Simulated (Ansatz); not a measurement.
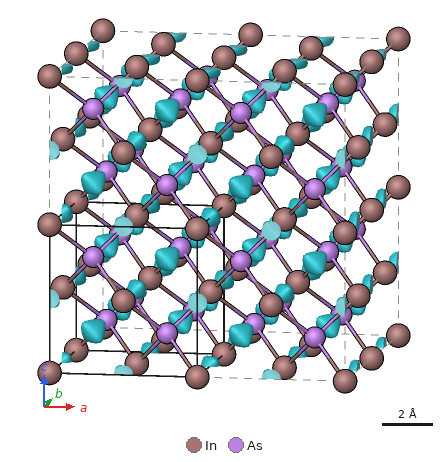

Crystal voids of InAs (F-43m, No. 216): the teal surface encloses the regions where the procrystal electron density, the sum of the densities of spherically averaged neutral Hartree-Fock atoms, is below 0.005 e/bohr³ (2×2×2 cells, view slightly off an axis). No self-consistent density enters. Pale faces close the region where the drawn box cuts it. From Rb on the atoms have core potentials, so only their outer electrons count. The usual level for crystal voids is 0.002 e/bohr³; this crystal has almost no region below it, so a higher level is used, which marks the interstitial space of lowest density.

Source of the atomic positions: a calculation's input that goes back to an entry of the Crystallography Open Database (an earlier step may have relaxed or displaced it).

```
CELL_PARAMETERS angstrom
6.10918 0.00000 0.00000
0.00000 6.10918 0.00000
0.00000 0.00000 6.10918
ATOMIC_POSITIONS crystal
In 0.00000 0.00000 0.00000
As 0.25000 0.25000 0.75000
In 0.00000 0.50000 0.50000
As 0.25000 0.75000 0.25000
In 0.50000 0.00000 0.50000
As 0.75000 0.25000 0.25000
In 0.50000 0.50000 0.00000
As 0.75000 0.75000 0.75000
```

### What share of the cell is void by this measure?

The voids take about 1.9 % of the cell (4.4 Å³ of 228.0 Å³) and are bounded by about 26 Å² of surface per cell.

### What shape does the empty space take in three dimensions?

They are isolated pockets that do not connect across cells.

### How low does the density fall, and where?

To about 0.0042 e/bohr³ near 0.25, 0.25, 0.25 (fractional), 2.6 Å from the nearest nucleus.

### At what density do the voids first join through the crystal?

At about 0.0055 e/bohr³, as a three-dimensional network.
